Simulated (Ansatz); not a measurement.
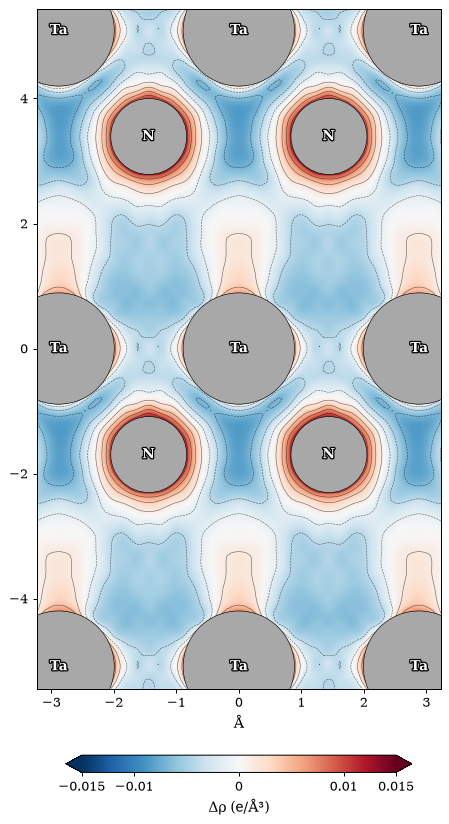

TaN. Difference of the valence pseudo-densities of two functionals at the same geometry, on the (110) plane of the calculation cell: one of HSE03 and r2SCANH less the other.

Space group P-6m2.

Both computed with Ansatz (plane waves, PAW), on the same k-point mesh. Grey discs cover the atomic cores.

```
CELL_PARAMETERS angstrom
2.93800 0.00000 0.00000
-1.46900 2.54438 0.00000
0.00000 0.00000 2.88300
ATOMIC_POSITIONS crystal
Ta 0.00000 0.00000 0.50000
N 0.66667 0.33333 0.00000
```

Which was subtracted from which, and what does the map show?

Answer. It is r2SCANH less HSE03. Against HSE03, r2SCANH gives less density around Ta (−0.004 e/Å³ on average at 1.2 Å from the nucleus), more density around N (+0.004 e/Å³ on average at 0.8 Å from the nucleus), less density in the space between the atoms (−0.002 e/Å³ on average) and a change of −0.006 e/Å³ at the midpoint of Ta–N.
